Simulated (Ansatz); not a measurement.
# Calculations on SiO$_{2}$

**1. Relaxation**

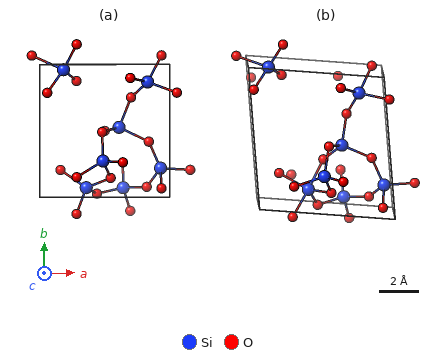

The structure of an amorphous cell of composition SiO₂ (coarse preliminary run) before (left) and after (right) a relaxation, at one scale.

The picture is a ball-and-stick view of the cell of the calculation (origin shifted), seen along the c axis.

Case: the last frame of the dynamics.

Method: DFT PBE, scalar-relativistic, plane waves, PAW in Ansatz 0.2.0.

Input file:
```yaml
crystal:
  lattice:
    - [6.680116, 0.009788, -0.194728]
    - [0.009788, 6.838988, -0.119718]
    - [-0.194728, -0.119718, 6.886716]
  atoms:
    - { symbol: Si, position: [0.688838155, 0.331017478, 0.6268148147] }
    - { symbol: Si, position: [0.0333979687, 0.9250188897, 0.62026428] }
    - { symbol: Si, position: [0.3842748323, 0.0182515137, 0.5851014419] }
    - { symbol: Si, position: [0.8443639854, 0.1299266691, 0.9658836299] }
    - { symbol: Si, position: [0.8129723397, 0.583890924, 0.3584486243] }
    - { symbol: Si, position: [0.5595861764, 0.1302703853, 0.2729299205] }
    - { symbol: Si, position: [0.1326298979, 0.2765599299, 0.2975406355] }
    - { symbol: O, position: [0.8423027909, 0.3204646307, 0.8188209266] }
    - { symbol: O, position: [0.0260839934, 0.1359111343, 0.1259544486] }
    - { symbol: O, position: [0.8992169645, 0.9554107033, 0.8084692021] }
    - { symbol: O, position: [0.1399416736, 0.1250507826, 0.5125561563] }
    - { symbol: O, position: [0.2587004964, 0.8445398501, 0.6812840498] }
    - { symbol: O, position: [0.7020890983, 0.5573632935, 0.1579834973] }
    - { symbol: O, position: [0.361912054, 0.263383292, 0.2501548329] }
    - { symbol: O, position: [0.6422949291, 0.0854768147, 0.0732302295] }
    - { symbol: O, position: [0.0425887116, 0.4760633833, 0.3738916457] }
    - { symbol: O, position: [0.486084766, 0.2092506588, 0.698665353] }
    - { symbol: O, position: [0.4851248704, 0.9329968036, 0.3906167873] }
    - { symbol: O, position: [0.9051638539, 0.8095860976, 0.4544564595] }
    - { symbol: O, position: [0.6827083475, 0.5489768251, 0.5626063122] }
    - { symbol: O, position: [0.7482946573, 0.2030185523, 0.4293801607] }
  symmetry: { detect: false }
basis:
  ecutwfc: 420
kpoints:
  mp_grid: { grid: [1, 1, 1], shift: [0.25, 0.25, 0.25] }
hamiltonian:
  xc: pbe
scf:
  occupations: { method: gaussian, width: 0.1 }
  lower_state_search: "off"
output:
  forces: true
  stress: true
  eigenvalues: true
relax:
  adjacent_minimum: "off"
  f_tol: 0.04
  max_steps: 70
  cell: { stress_tol: 0.3 }
```

Run as
```bash
ansatz run input.yaml --threads 2 --pin off --max-ram 5120MiB --backend cpu --events-out ev --progress --plain --runs-dir out
```

Question: What changed between the two?

Answer: The energy falls by 103 meV per atom in 14 accepted moves (17 points after the start). The largest force component goes from 2.8 to 0.012 eV/Å. The pressure goes from 3.16 to 0.03 GPa. At 3 points the geometry stayed and the basis and grid were re-selected for the new cell (energy shift of 11.3 meV per atom at most each time). The atom that moves furthest relative to the cell is O13 (1.32 Å along [0 −2 1]). By element the largest moves are O 1.32 Å, Si 0.65 Å. Cell: a 6.683 → 6.999 Å (+4.7 %), b 6.840 → 7.379 Å (+7.9 %), c 6.891 → 6.996 Å (+1.5 %), α 92.0° → 101.9°, β 93.3° → 90.5°, γ 89.8° → 98.3°. Volume +11.2 %. Near-neighbour distances that change, for instance: Si6–O13 3.215 → 1.780 Å, Si5–Si6 3.555 → 2.929 Å, Si6–O15 1.533 → 1.664 Å, Si6–O14 1.605 → 1.724 Å. New bonds form: Si6–O13 (3.21 → 1.78 Å). Among the angles between lasting bonds that change: Si2–O19–Si5 148.1° → 127.1°, O15–Si6–O18 115.2° → 95.3°, O14–Si6–O18 104.3° → 88.7°. Cost: 47 s on 2 threads of Intel(R) Xeon(R) Platinum 8375C CPU @ 2.90GHz (Ice Lake) (shared host), peak memory 0.51 GiB.

Limits of the set-up: the periodic images lie only 6.7 Å apart, so the values are limited by the cell's size.

**2. Dynamics**

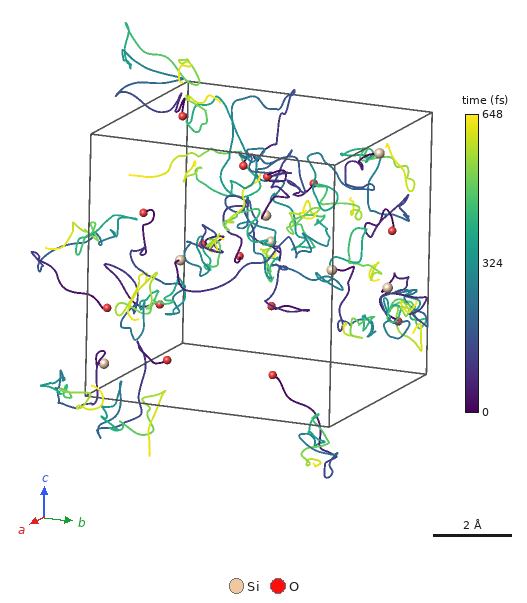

A Born-Oppenheimer molecular dynamics run of an amorphous cell of composition SiO2 (21 atoms in the cell), 648 fs long. Lines trace each atom's path, coloured by time; spheres stand at the starting positions. Seen slightly off an axis in the simulation cell.

Method: DFT PBE, scalar-relativistic, plane waves, PAW (Ansatz). Set-up: plane-wave cutoff 420 eV; k-point mesh 1 × 1 × 1; Fermi-Dirac smearing 0.31 eV; volume 1.12 times that of the relaxed crystal; set temperature 3600 K; time step 2 fs.

### How do the atoms move?

In the second half of the run the atoms are, in the root-mean-square, this far from where they began (common drift taken out): O 2.06 Å, Si 1.92 Å. Against the typical shortest distance between atoms in the first frame, about 1.6 Å these are large excursions, but over 648 fs one can't yet tell strong vibration from the start of diffusion. 16 of the 21 free atoms end more than three quarters of that spacing from the start. Bond changes: 2 Si–Si contacts open and close in turn; 18 O–Si bonds form between 44 fs and 634 fs; 14 O–Si bonds break between 48 fs and 502 fs; 3 Si–Si bonds form between 66 fs and 362 fs; 6 Si–Si bonds break between 84 fs and 396 fs.

Limits of the set-up: the periodic images lie only 6.7 Å apart, so the values are limited by the cell's size.

**3. Dynamics**

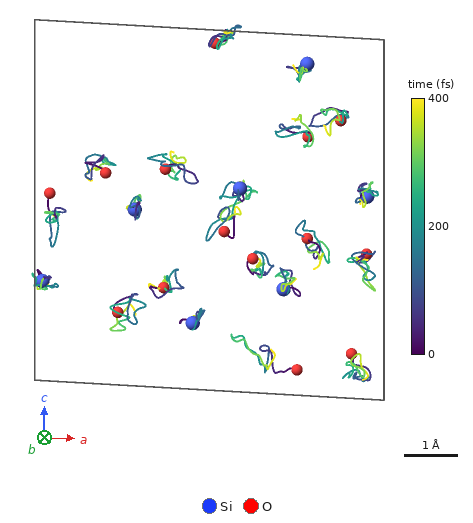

Molecular dynamics of an amorphous cell of composition SiO2 (21 atoms in the cell), 400 fs long. It starts from the last geometry of an earlier run, with fresh velocities. Lines trace each atom's path, coloured by time; spheres stand at the starting positions. Seen along the b axis in the simulation cell.

These are results of Ansatz 0.2.0, DFT PBE, scalar-relativistic, plane waves, PAW, not measurements. Settings: plane-wave cutoff 420 eV; k-point mesh 1 × 1 × 1; Fermi-Dirac smearing 0.124 eV; volume 1.12 times that of the relaxed crystal; set temperature 1440 K; time step 2 fs.

Input file:
```yaml
crystal:
  lattice:
    - [6.680116, 0.009788, -0.194728]
    - [0.009788, 6.838988, -0.119718]
    - [-0.194728, -0.119718, 6.886716]
  atoms:
    - { symbol: Si, position: [0.5878059227, 0.2952117752, 0.5644010784] }
    - { symbol: Si, position: [0.9520106115, 0.9225529531, 0.5621508278] }
    - { symbol: Si, position: [0.2861750858, 0.0066763722, 0.4894494026] }
    - { symbol: Si, position: [0.7802757659, 0.1253863544, 0.9209260006] }
    - { symbol: Si, position: [0.7124127584, 0.5894678015, 0.2919404455] }
    - { symbol: Si, position: [0.4522726623, 0.139502872, 0.1833713643] }
    - { symbol: Si, position: [0.021810973, 0.2699660094, 0.276266276] }
    - { symbol: O, position: [0.7823871825, 0.306365222, 0.7187569398] }
    - { symbol: O, position: [0.907185447, 0.1128141587, 0.1235568489] }
    - { symbol: O, position: [0.8762995725, 0.9649377483, 0.7687857895] }
    - { symbol: O, position: [0.0429807805, 0.1477389149, 0.5211991923] }
    - { symbol: O, position: [0.203015828, 0.8028942096, 0.5863431339] }
    - { symbol: O, position: [0.7508912151, 0.5545143202, 0.0703617017] }
    - { symbol: O, position: [0.2377217803, 0.2755359147, 0.20127792] }
    - { symbol: O, position: [0.51663024, 0.122993547, 0.9634110173] }
    - { symbol: O, position: [0.9500995402, 0.4843289837, 0.4023488676] }
    - { symbol: O, position: [0.3739818386, 0.1803229018, 0.6062495848] }
    - { symbol: O, position: [0.3691142942, 0.9461138508, 0.2771951423] }
    - { symbol: O, position: [0.7802867403, 0.8044310696, 0.4362399092] }
    - { symbol: O, position: [0.5423663696, 0.4838636541, 0.4424714455] }
    - { symbol: O, position: [0.6243715883, 0.154280263, 0.3717261539] }
  symmetry: { detect: false }
basis:
  ecutwfc: 420
  xc_grid: 1
kpoints:
  mp_grid: { grid: [1, 1, 1], shift: [0.0, 0.0, 0.0] }
hamiltonian:
  xc: pbe
scf:
  occupations: { method: fermi_dirac, width: 0.1241 }
  lower_state_search: "off"
  convergence: { dr2_threshold: 1.0e-05 }
output:
  forces: true
  stress: true
md:
  timestep: 2.0
  n_steps: 200
  ensemble: nvt_langevin
  friction: 0.015
  temperature: 1440.0
  initial_velocities: maxwell_boltzmann
  seed: 1384
```

Run as
```bash
ansatz run input.yaml --threads 2 --pin off --max-ram 5120MiB --backend cpu --events-out ev --progress --plain --runs-dir out
```

How do the atoms move?

In the second half of the run the atoms are, in the root-mean-square, this far from where they began (common drift taken out): O 0.50 Å, Si 0.24 Å. Against the typical shortest distance between atoms in the first frame, about 1.6 Å, the O atoms make wide excursions, while the Si atoms stay at their sites; the run is too short to say whether this is diffusion.

Limits of the set-up: the periodic images lie only 6.7 Å apart, so the values are limited by the cell's size.

Cost: 3.8 min on 2 threads of Intel(R) Xeon(R) Platinum 8375C CPU @ 2.90GHz (Ice Lake), with other jobs on the host, peak memory 0.42 GiB.
